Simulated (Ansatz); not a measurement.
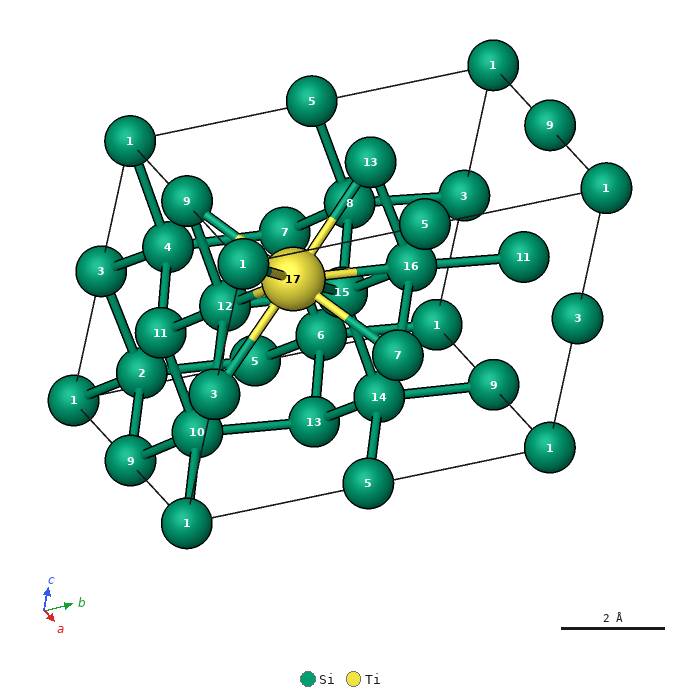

**Figure 1.** The structure as given in the input (ball-and-stick view of the cell of the calculation, seen slightly off an axis; atoms are numbered from 1 in the order of the input). Near neighbours in the crystal (not all of them lie inside the picture): Si has 4 Si at 2.27 to 2.41 Å and 1 Ti at 2.42 to 2.76 Å; Si has 4 Si at 2.27 to 2.35 Å; Ti has 10 Si at 2.42 to 2.76 Å.

Nudged elastic band, with input and output: TiSi₁₆ (part 1 of 3)

TiSi₁₆ (defect cell, 17 atoms in the cell), computed with DFT LDA, scalar-relativistic, plane waves, PAW, PAW set soft_1, no spin polarisation (Ansatz 0.2.0).

It belongs to a series of runs on one base structure; here: band between the two ends. Figures and captions count atoms from 1; the log counts them from 0 in places.

**The input**
```yaml
crystal:
  lattice:
    - [0.0, 5.43, 5.43]
    - [5.43, 0.0, 5.43]
    - [5.43, 5.43, 0.0]
  atoms:
    - { symbol: Si, position: [0.00914281, -0.00096964, 0.00434942] }
    - { symbol: Si, position: [0.12778002, 0.13069824, 0.12815166] }
    - { symbol: Si, position: [0.00923651, -0.00246696, 0.50260944] }
    - { symbol: Si, position: [0.14404225, 0.12069094, 0.62407261] }
    - { symbol: Si, position: [0.00032612, 0.50138065, 0.00722905] }
    - { symbol: Si, position: [0.12535056, 0.62593942, 0.12817403] }
    - { symbol: Si, position: [0.00506802, 0.5040563, 0.5028088] }
    - { symbol: Si, position: [0.12410821, 0.62505307, 0.63674096] }
    - { symbol: Si, position: [0.50171317, 0.00211225, 0.00536537] }
    - { symbol: Si, position: [0.6266148, 0.12716204, 0.13679204] }
    - { symbol: Si, position: [0.50864343, 0.00606692, 0.49990067] }
    - { symbol: Si, position: [0.62620504, 0.12746671, 0.62364538] }
    - { symbol: Si, position: [0.49826792, 0.50878858, 0.00528119] }
    - { symbol: Si, position: [0.62975181, 0.62817906, 0.12839758] }
    - { symbol: Si, position: [0.49627348, 0.50934454, 0.50266845] }
    - { symbol: Si, position: [0.62054142, 0.64219318, 0.62496508] }
    - { symbol: Ti, position: [0.75590564, 0.2551044, 0.75155126] }
basis:
  ecutwfc: 420.0
kpoints:
  mp_grid: { grid: [2, 2, 2] }
hamiltonian:
  xc: lda
  pseudopotentials: { kind: paw, azcp: { folder: soft_1 } }
scf:
  occupations: { method: gaussian, width: 0.02 }
  lower_state_search: "off"
neb:
  images: 5
  f_tol: 0.03
  initial_path: idpp
  max_iterations: 42
  final_atoms:
    - { symbol: Si, position: [-0.00177188, 0.00215842, -0.00099633] }
    - { symbol: Si, position: [0.12260399, 0.13397373, 0.12439657] }
    - { symbol: Si, position: [-0.00640469, 0.01218612, 0.49812616] }
    - { symbol: Si, position: [0.12790422, 0.13398221, 0.61631536] }
    - { symbol: Si, position: [-0.00147338, 0.51470212, -0.00081029] }
    - { symbol: Si, position: [0.11886542, 0.63970052, 0.1170374] }
    - { symbol: Si, position: [0.00369026, 0.51331397, 0.48146261] }
    - { symbol: Si, position: [0.12470006, 0.63815173, 0.61660408] }
    - { symbol: Si, position: [0.49671575, 0.01215663, -0.00454103] }
    - { symbol: Si, position: [0.6161242, 0.13345811, 0.12915714] }
    - { symbol: Si, position: [0.50041867, 0.01100881, 0.50140759] }
    - { symbol: Si, position: [0.62310695, 0.13496168, 0.62499352] }
    - { symbol: Si, position: [0.48281577, 0.51290671, 0.00352067] }
    - { symbol: Si, position: [0.61661947, 0.63807858, 0.12542281] }
    - { symbol: Si, position: [0.4984184, 0.50550767, 0.49892686] }
    - { symbol: Si, position: [0.62048447, 0.63732285, 0.61973893] }
    - { symbol: Ti, position: [0.87002337, 0.38730871, 0.8694899] }
  order_check: true
```

Hardware: 1 thread of Arm Neoverse V1, 24 GiB of memory available, shared host.

Launched with:
```bash
ansatz run input.yaml --threads 1 --pin off --max-ram 3072MiB --backend cpu --events-out ev --progress --plain --runs-dir out
```

**Output**
```
Warning: neb: disabling space-group detection — the band's intermediate images generally break the endpoint symmetry, so no spatial operation reduces the k-mesh or symmetrises the density, except that a semilocal band can use its path's symmetry ahead of convergence; time reversal is kept, so that k and −k are solved as one point where they differ and the mesh holds both, and exact exchange and, on two spinor components, a DFT+U term hold to it where the run has them: on two components no moment then forms, and a state that bears one, which a typed moment (crystal.atoms[].spin; refused beside efield: under a hybrid functional) reaches, can lie lower, under hf by electronvolts; crystal.symmetry.detect: false (a key that needs symmetry detection or time reversal refuses this as the deck is read) with time_reversal: false beside it drops time reversal too
Warning: [file] the record states the generating functional pbe (its physics header spells it `PBE`), which answers neither for hamiltonian.xc's functional nor for the lda family's — results may be inconsistent (PPs are generated against a specific XC)
Warning: [file] the record states the generating functional pbe (its physics header spells it `PBE`), which answers neither for hamiltonian.xc's functional nor for the lda family's — results may be inconsistent (PPs are generated against a specific XC)
Engine: ansatz 0.2.0, aarch64-unknown-linux-gnu
Pseudopotentials: kind: paw
Pseudopotential: Si, paw, valence charge 4, recommended cutoff 420 eV (normal), [file]
Pseudopotential: Ti, paw, valence charge 12, recommended cutoff 420 eV (normal), [file]
Functional definition: SPW92
  exchange = slater_x
  correlation = pw_c
NEB image 0
Crystal: 17 atoms, lattice volume = 320.206 Å³
Basis set: ecut = 420 eV, 6231 PW (Γ)
Bands: 55, of which v1, the nominal top of the filled ones, is band 38 counted from 1 (37 counted from 0)
Symmetry: 1 space group operations
k-points: 8
Non-local potential: Si, projectors of the file, l = 0: 2, l = 1: 2, l = 2: 1
Non-local potential: Ti, projectors of the file, l = 0: 3, l = 1: 2, l = 2: 3, l = 3: 1
PAW form: soft (Blöchl's): semilocal exchange-correlation on the pseudo side does not see the compensation charge
PAW frozen core: Si, regenerated for the run's functional, and the local potential with it (the file was generated under x = pbe(κ = 0.804, μ = 0.2195149727645171), c = pbe(β = 0.06672455060314922))
PAW frozen core: Ti, regenerated for the run's functional, and the local potential with it (the file was generated under x = pbe(κ = 0.804, μ = 0.2195149727645171), c = pbe(β = 0.06672455060314922))
PAW one-centre angular grid: Si, 110 points (default); XC on 64 Gauss nodes
PAW one-centre angular grid: Ti, 590 points (default); XC on 64 Gauss nodes
Initial density: superposition of atomic densities (chi_scale 0.1, normalization cell, long waves kept (reshape's long-wave potential 0.02 eV rms))
Initial wavefunctions: pseudopotential atomic-orbital guess
Functional: x = slater, c = lda
SCF iter   1: F=—  HF=-12193.977528 eV  |F-HF|=—  |Δ(HF+E_count)|=         —  Δρ=9.48e-2  dr2=7.78e1  ethr=3.10e-3  ⟨swp⟩=6.9  Hψ=2205  notcnv=0  defer=37
preconditioner: auto → Kerker (q_TF=auto, 2.147 Å⁻¹)  [metal: Δε(μ)=0.001 eV  Ē_g=7.553 eV  σ=0.020 eV  W_gap=0.02  n_scr=58 (ndim 8)  ℏωp=17.1 eV  f_vac=0.000  D(μ)=58.09/eV (n_scr^D=964)]
SCF iter   2: F=—  HF=-12189.389203 eV  |F-HF|=—  |Δ(HF+E_count)|=    4.59e0  Δρ=5.12e-2  dr2=2.56e1  ethr=3.10e-3  ⟨swp⟩=4.1  Hψ=907  notcnv=0  defer=67
SCF iter   3: F=—  HF=-12186.859559 eV  |F-HF|=—  |Δ(HF+E_count)|=    2.53e0  Δρ=6.54e-3  dr2=1.66e-1  ethr=3.10e-3  ⟨swp⟩=3.6  Hψ=805  notcnv=0  defer=67
SCF iter   4: F=—  HF=-12186.830941 eV  |F-HF|=—  |Δ(HF+E_count)|=   2.86e-2  Δρ=2.36e-3  dr2=3.26e-2  ethr=2.19e-4  ⟨swp⟩=3.5  Hψ=877  notcnv=0  defer=69
SCF iter   5: F=—  HF=-12186.827177 eV  |F-HF|=—  |Δ(HF+E_count)|=   3.76e-3  Δρ=7.78e-4  dr2=3.86e-3  ethr=4.29e-5  ⟨swp⟩=3.4  Hψ=723  notcnv=0  defer=69
SCF iter   6: F=—  HF=-12186.826616 eV  |F-HF|=—  |Δ(HF+E_count)|=   5.61e-4  Δρ=3.54e-4  dr2=6.19e-4  ethr=5.08e-6  ⟨swp⟩=2.9  Hψ=717  notcnv=0  defer=69
SCF iter   7: F=—  HF=-12186.826466 eV  |F-HF|=—  |Δ(HF+E_count)|=   1.50e-4  Δρ=1.13e-4  dr2=4.99e-5  ethr=8.14e-7  ⟨swp⟩=2.2  Hψ=666  notcnv=0  defer=69
SCF iter   8: F=—  HF=-12186.826420 eV  |F-HF|=—  |Δ(HF+E_count)|=   4.54e-5  Δρ=3.06e-5  dr2=5.27e-6  ethr=6.56e-8  ⟨swp⟩=2.0  Hψ=716  notcnv=0  defer=69
SCF iter   9: F=—  HF=-12186.826419 eV  |F-HF|=—  |Δ(HF+E_count)|=   8.10e-7  Δρ=1.04e-5  dr2=5.59e-7  ethr=6.94e-9  ⟨swp⟩=2.5  Hψ=685  notcnv=0  defer=69
SCF iter  10: F=-12186.826419 eV  HF=-12186.826419 eV  |F-HF|=2.66e-8  |Δ(HF+E_count)|=   7.95e-8  Δρ=2.78e-6  dr2=4.27e-8  ethr=1.32e-10  ⟨swp⟩=5.1  Hψ=1376  notcnv=0
SCF 1 converged in 10 iterations: F = -12186.826419 eV  dr2 = 4.27e-8
  greatest PAW one-centre occupation: 0.998 electrons in one spin orbital (limit 2), on the Ti atom at site 16 (counted from 0), in its partial waves of l = 0
NSCF: frozen V_eff on 8 k-points
NEB image 6
SCF iter   1: F=—  HF=-12193.975833 eV  |F-HF|=—  |Δ(HF+E_count)|=         —  Δρ=9.50e-2  dr2=7.80e1  ethr=3.10e-3  ⟨swp⟩=7.2  Hψ=2254  notcnv=0  defer=38
preconditioner: auto → Kerker (q_TF=auto, 2.147 Å⁻¹)  [metal: Δε(μ)=0.008 eV  Ē_g=7.547 eV  σ=0.020 eV  W_gap=0.21  n_scr=58 (ndim 8)  ℏωp=17.1 eV  f_vac=0.000  D(μ)=53.93/eV (n_scr^D=940)]
SCF iter   2: F=—  HF=-12189.353547 eV  |F-HF|=—  |Δ(HF+E_count)|=    4.62e0  Δρ=5.05e-2  dr2=2.50e1  ethr=3.10e-3  ⟨swp⟩=4.0  Hψ=920  notcnv=0  defer=67
SCF iter   3: F=—  HF=-12186.868094 eV  |F-HF|=—  |Δ(HF+E_count)|=    2.49e0  Δρ=6.98e-3  dr2=1.93e-1  ethr=3.10e-3  ⟨swp⟩=3.5  Hψ=800  notcnv=0  defer=67
SCF iter   4: F=—  HF=-12186.831503 eV  |F-HF|=—  |Δ(HF+E_count)|=   3.66e-2  Δρ=2.43e-3  dr2=3.65e-2  ethr=2.54e-4  ⟨swp⟩=3.4  Hψ=803  notcnv=0  defer=69
SCF iter   5: F=—  HF=-12186.826970 eV  |F-HF|=—  |Δ(HF+E_count)|=   4.53e-3  Δρ=6.91e-4  dr2=3.56e-3  ethr=4.80e-5  ⟨swp⟩=3.4  Hψ=711  notcnv=0  defer=69
SCF iter   6: F=—  HF=-12186.826487 eV  |F-HF|=—  |Δ(HF+E_count)|=   4.83e-4  Δρ=2.93e-4  dr2=4.51e-4  ethr=4.68e-6  ⟨swp⟩=2.8  Hψ=689  notcnv=0  defer=69
SCF iter   7: F=—  HF=-12186.826378 eV  |F-HF|=—  |Δ(HF+E_count)|=   1.09e-4  Δρ=8.81e-5  dr2=3.23e-5  ethr=5.93e-7  ⟨swp⟩=2.0  Hψ=669  notcnv=0  defer=69
SCF iter   8: F=—  HF=-12186.826342 eV  |F-HF|=—  |Δ(HF+E_count)|=   3.63e-5  Δρ=2.54e-5  dr2=3.36e-6  ethr=4.25e-8  ⟨swp⟩=2.0  Hψ=724  notcnv=0  defer=69
SCF iter   9: F=—  HF=-12186.826341 eV  |F-HF|=—  |Δ(HF+E_count)|=   5.35e-7  Δρ=8.42e-6  dr2=3.58e-7  ethr=4.42e-9  ⟨swp⟩=2.0  Hψ=667  notcnv=0  defer=69
SCF iter  10: F=-12186.826341 eV  HF=-12186.826341 eV  |F-HF|=1.12e-8  |Δ(HF+E_count)|=   5.05e-8  Δρ=2.19e-6  dr2=2.00e-8  ethr=1.32e-10  ⟨swp⟩=4.9  Hψ=1366  notcnv=0
SCF 2 converged in 10 iterations: F = -12186.826341 eV  dr2 = 2.00e-8
NSCF: frozen V_eff on 8 k-points
NEB end point (image 0): max|allowed force component| = 2.578e-2 eV/Å (the criterion of neb.relax_end_points is 1.000e-2)
NEB end point (image 6): max|allowed force component| = 2.381e-2 eV/Å (the criterion of neb.relax_end_points is 1.000e-2)
NEB image 1
SCF iter   1: F=—  HF=-12193.584340 eV  |F-HF|=—  |Δ(HF+E_count)|=         —  Δρ=9.90e-2  dr2=8.32e1  ethr=3.10e-3  ⟨swp⟩=7.6  Hψ=2255  notcnv=0  defer=35
preconditioner: auto → Kerker (q_TF=auto, 2.147 Å⁻¹)  [metal: Δε(μ)=0.006 eV  Ē_g=7.518 eV  σ=0.020 eV  W_gap=0.16  n_scr=58 (ndim 8)  ℏωp=17.1 eV  f_vac=0.000  D(μ)=13.82/eV (n_scr^D=112)]
[...]
preconditioner: auto → Resta (q_TF=auto, 2.147 Å⁻¹)  ε∞=6.2  [insulator: Δε(μ)=0.026 eV  Ē_g=7.518 eV  σ=0.020 eV  W_gap=0.64  n_scr=58 (ndim 8)  ℏωp=17.1 eV  f_vac=0.000  D(μ)=10.00/eV (n_scr^D=64)  ε∞_Penn≈6.2]
NEB image 2
preconditioner: auto → Kerker (q_TF=auto, 2.147 Å⁻¹)  [metal: Δε(μ)=0.008 eV  Ē_g=7.477 eV  σ=0.020 eV  W_gap=0.23  n_scr=58 (ndim 8)  ℏωp=17.1 eV  f_vac=0.000  D(μ)=19.99/eV (n_scr^D=180)]
NEB image 3
preconditioner: auto → Kerker (q_TF=auto, 2.147 Å⁻¹)  [metal: Δε(μ)=0.012 eV  Ē_g=7.473 eV  σ=0.020 eV  W_gap=0.31  n_scr=58 (ndim 8)  ℏωp=17.1 eV  f_vac=0.000  D(μ)=18.24/eV (n_scr^D=168)]
NEB image 4
preconditioner: auto → Kerker (q_TF=auto, 2.147 Å⁻¹)  [metal: Δε(μ)=0.013 eV  Ē_g=7.477 eV  σ=0.020 eV  W_gap=0.34  n_scr=58 (ndim 8)  ℏωp=17.1 eV  f_vac=0.000  D(μ)=15.03/eV (n_scr^D=136)]
preconditioner: auto → Resta (q_TF=auto, 2.147 Å⁻¹)  ε∞=6.3  [insulator: Δε(μ)=0.020 eV  Ē_g=7.437 eV  σ=0.020 eV  W_gap=0.53  n_scr=58 (ndim 8)  ℏωp=17.1 eV  f_vac=0.000  D(μ)=13.00/eV (n_scr^D=112)  ε∞_Penn≈6.3]
NEB image 5
preconditioner: auto → Kerker (q_TF=auto, 2.147 Å⁻¹)  [metal: Δε(μ)=0.000 eV  Ē_g=7.518 eV  σ=0.020 eV  W_gap=0.01  n_scr=58 (ndim 8)  ℏωp=17.1 eV  f_vac=0.000  D(μ)=14.34/eV (n_scr^D=136)]
NEB iter   1: max|band force component| = 3.452e0 eV/Å  barrier→ = 2.3643 eV  barrier← = 2.3642 eV  Δτ_max = 0.1110 Å  (75 SCF iters)
NEB image 1
Initial density: handed on by an earlier stage of this run
Initial wavefunctions: those handed on with the density
preconditioner: auto → Kerker (q_TF=auto, 2.147 Å⁻¹)  [metal: Δε(μ)=0.003 eV  Ē_g=7.475 eV  σ=0.020 eV  W_gap=0.07  n_scr=58 (ndim 8)  ℏωp=17.1 eV  f_vac=0.000  D(μ)=39.43/eV (n_scr^D=536)]
NEB image 2
preconditioner: auto → Resta (q_TF=auto, 2.147 Å⁻¹)  ε∞=6.3  [insulator: Δε(μ)=0.081 eV  Ē_g=7.433 eV  σ=0.020 eV  W_gap=1.00  n_scr=58 (ndim 8)  ℏωp=17.1 eV  f_vac=0.000  D(μ)=0.24/eV (n_scr^D=0)  ε∞_Penn≈6.3]
NEB image 3
preconditioner: auto → Resta (q_TF=auto, 2.147 Å⁻¹)  ε∞=6.3  [insulator: Δε(μ)=0.040 eV  Ē_g=7.422 eV  σ=0.020 eV  W_gap=0.84  n_scr=58 (ndim 8)  ℏωp=17.1 eV  f_vac=0.000  D(μ)=8.17/eV (n_scr^D=58)  ε∞_Penn≈6.3]
NEB image 4
preconditioner: auto → Resta (q_TF=auto, 2.147 Å⁻¹)  ε∞=6.3  [insulator: Δε(μ)=0.094 eV  Ē_g=7.431 eV  σ=0.020 eV  W_gap=1.00  n_scr=58 (ndim 8)  ℏωp=17.1 eV  f_vac=0.000  D(μ)=0.08/eV (n_scr^D=0)  ε∞_Penn≈6.3]
NEB image 5
preconditioner: auto → Kerker (q_TF=auto, 2.147 Å⁻¹)  [metal: Δε(μ)=0.005 eV  Ē_g=7.473 eV  σ=0.020 eV  W_gap=0.15  n_scr=58 (ndim 8)  ℏωp=17.1 eV  f_vac=0.000  D(μ)=37.55/eV (n_scr^D=530)]
NEB iter   2: max|band force component| = 1.077e0 eV/Å  barrier→ = 1.8524 eV  barrier← = 1.8524 eV  Δτ_max = 0.0945 Å  (36 SCF iters)
[... from here on the SCF iterations and repeated set-up lines of each step are left out, up to the last step ...]
NEB image 1
NEB image 2
NEB image 3
NEB image 4
NEB image 5
NEB iter   3: max|band force component| = 2.961e-1 eV/Å  barrier→ = 1.7606 eV  barrier← = 1.7606 eV  CI = image 3  Δτ_max = 0.0513 Å  (37 SCF iters)
NEB image 1
NEB image 2
NEB image 3
NEB image 4
NEB image 5
NEB iter   4: max|band force component| = 6.314e-2 eV/Å  barrier→ = 1.7502 eV  barrier← = 1.7502 eV  CI = image 3  Δτ_max = 0.0191 Å  (33 SCF iters)
NEB image 1
NEB image 2
NEB image 3
NEB image 4
NEB image 5
NEB iter   5: max|band force component| = 3.825e-2 eV/Å  barrier→ = 1.7495 eV  barrier← = 1.7494 eV  CI = image 3  Δτ_max = 0.0155 Å  (30 SCF iters)
NEB image 1
NEB image 2
NEB image 3
NEB image 4
NEB image 5
NEB iter   6: max|band force component| = 1.983e-2 eV/Å  barrier→ = 1.7488 eV  barrier← = 1.7488 eV  CI = image 3  Δτ_max = 0.0341 Å  (31 SCF iters)
NEB image 3
NEB iter   7: max|band force component| = 1.047e-1 eV/Å  barrier→ = 1.7438 eV  barrier← = 1.7437 eV  CI = image 3  Δτ_max = 0.0171 Å  (8 SCF iters)
NEB image 1
NEB image 2
NEB image 3
NEB image 4
NEB image 5
NEB iter   8: max|band force component| = 9.943e-2 eV/Å  barrier→ = 1.7406 eV  barrier← = 1.7406 eV  CI = image 3  Δτ_max = 0.0341 Å  (30 SCF iters)
NEB image 1
NEB image 2
NEB image 3
NEB image 4
NEB image 5
NEB iter   9: max|band force component| = 5.523e-2 eV/Å  barrier→ = 1.7386 eV  barrier← = 1.7385 eV  CI = image 3  Δτ_max = 0.0058 Å  (31 SCF iters)
```
